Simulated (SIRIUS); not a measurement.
# A series of single points on Pt

System: Pt (Fm-3m, 1 atom in the cell).
Method: Kohn-Sham DFT of a periodic cell, PBEsol, dojo-sr-pbesol-0.4.1-standard, no spin polarisation (SIRIUS 7.10.0).

The 7 runs differ only in the geometry, by an even scaling of the cell at fixed fractional positions. The structure derives from an entry of the Crystallography Open Database.

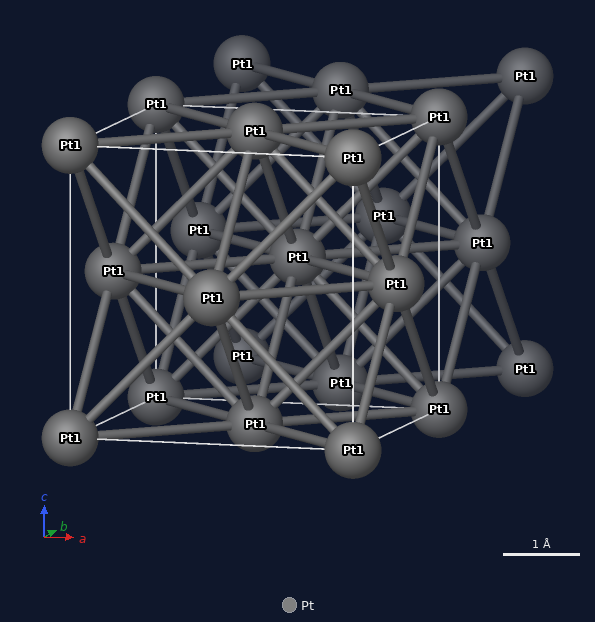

Figure 1. The structure of run 4 (ball-and-stick view of the cell 4 times as large as that of the calculation, set on its symmetry axes, repeated 1 × 2 × 1, seen slightly off an axis; atoms are numbered from 1 in the order of the input). An atom can appear more than once, as a periodic image.

### Input of run 4
```
{
  "control": {
    "processing_unit": "cpu",
    "verbosity": 2,
    "num_bands_to_print": 16,
    "print_forces": true,
    "print_stress": true
  },
  "parameters": {
    "electronic_structure_method": "pseudopotential",
    "xc_functionals": ["XC_GGA_X_PBE_SOL", "XC_GGA_C_PBE_SOL"],
    "gk_cutoff": 9.2,
    "pw_cutoff": 18.4,
    "ngridk": [12, 12, 12],
    "shiftk": [0, 0, 0],
    "smearing": "fermi_dirac",
    "smearing_width": 0.0018374661,
    "num_bands": 16,
    "num_mag_dims": 0,
    "num_dft_iter": 100,
    "energy_tol": 1e-08,
    "density_tol": 1e-06
  },
  "iterative_solver": {
    "type": "davidson",
    "min_tolerance": 1e-09,
    "tolerance_scale": [0.1, 0.25]
  },
  "mixer": {
    "type": "anderson",
    "beta": 0.7,
    "max_history": 8
  },
  "settings": {
    "tol_ne": 1e-10,
    "pseudo_grid_cutoff": 6.5
  },
  "unit_cell": {
    "lattice_vectors": [
      [0.0, 3.705563957779, 3.705563957779],
      [3.705563957779, 0.0, 3.705563957779],
      [3.705563957779, 3.705563957779, 0.0]
    ],
    "atom_coordinate_units": "lattice",
    "atom_types": ["Pt"],
    "atom_files": {
      "Pt": "Pt.json"
    },
    "atoms": {
      "Pt": [
        [0.0, 0.0, 0.0]
      ]
    }
  }
}
```

Command:
```bash
upf_to_json Pt.upf
OMP_NUM_THREADS=1 sirius.scf --input=sirius.json --output=out.json --task=0
```

Lattice vectors (Å) and fractional positions of run 4:
```
   0.000000    1.960900    1.960900
   1.960900    0.000000    1.960900
   1.960900    1.960900    0.000000
Pt  0.000000  0.000000  0.000000
```

Run 3 differs from it as follows:
```diff
-      [0.0, 3.705563957779, 3.705563957779],
-      [3.705563957779, 0.0, 3.705563957779],
-      [3.705563957779, 3.705563957779, 0.0]
+      [0.0, 3.680693651709, 3.680693651709],
+      [3.680693651709, 0.0, 3.680693651709],
+      [3.680693651709, 3.680693651709, 0.0]
```

### Results, with one run withheld

```tsv
run	volume per atom (Å³)	free energy per atom, from the lowest run given (meV)	pressure (GPa)
1	14.175	47.79	19.33
2	14.477	18.76	11.62
3	14.778	?	?
4	15.080	0.00	−1.18
5	15.381	7.24	−6.46
6	15.683	23.83	−11.11
7	15.985	48.63	−15.20
```

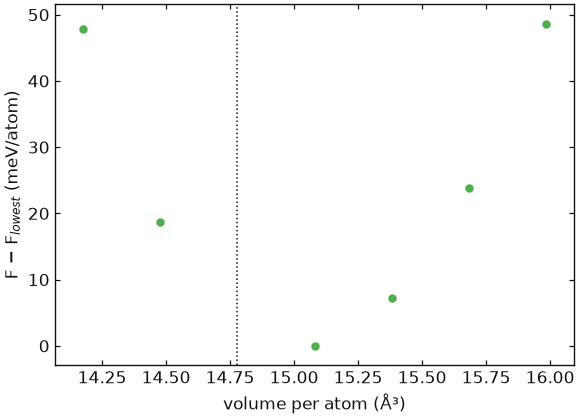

Figure 2. Free energy per atom of the runs given; the dotted line marks run 3.

Fit the runs given and predict run 3.

A cubic polynomial in V^(−2/3) (the Birch–Murnaghan form), fitted to the 6 runs given, misses them by at most 0.02 meV per atom. With x = V^(−2/3) − 0.16363 Å⁻², it reads F = 0.26827 − 1440.4 x + 1.1135e+06 x² + 4.4073e+06 x³ (meV per atom). At run 3 it gives 3.39 meV per atom, and the run itself gives 3.37. The slope of the fit gives a pressure −dF/dV of 4.85 GPa there, and the run prints 4.82 GPa. The fit has its minimum at 15.019 Å³ per atom, where V d²F/dV² gives 287 GPa: the bulk modulus at this level, since symmetry fixes the shape and the positions.

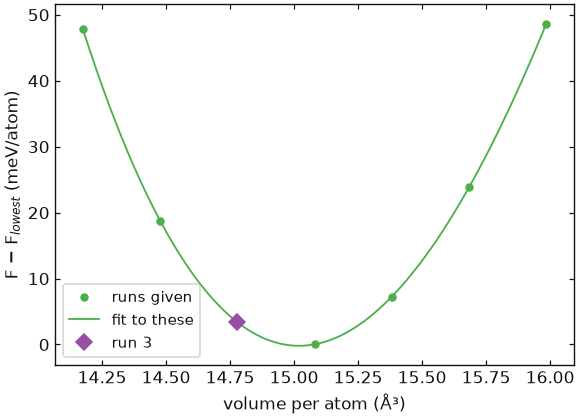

Figure 3. The fit and the withheld run.

### Some lines of the output (run 3)
```
[...]
[find] Free energy (E-TS)             :    -130.55696904 (Ha),    -261.11393808 (Ry)
[find] Efermi                         :       0.88455949
[find] Total energy                   :    -130.55640287 (Ha),    -261.11280573 (Ry)
[find] Free energy (E-TS)             :    -130.55696922 (Ha),    -261.11393844 (Ry)
[find] Efermi                         :       0.88451129
[find] Total energy                   :    -130.55640285 (Ha),    -261.11280569 (Ry)
[find] Free energy (E-TS)             :    -130.55696928 (Ha),    -261.11393855 (Ry)
[find] Efermi                         :       0.88456232
[find] Free energy (E-TS)             :    -130.55696928 (Ha),    -261.11393856 (Ry)
[find] Efermi                         :       0.88456565
[find] Total energy                   :    -130.55640284 (Ha),    -261.11280569 (Ry)
[find] Efermi                         :       0.88456719
[find] Efermi                         :       0.88456665
[find] Efermi                         :       0.88456667
```

Notes: Spin–orbit coupling is left out, which matters for Pt.
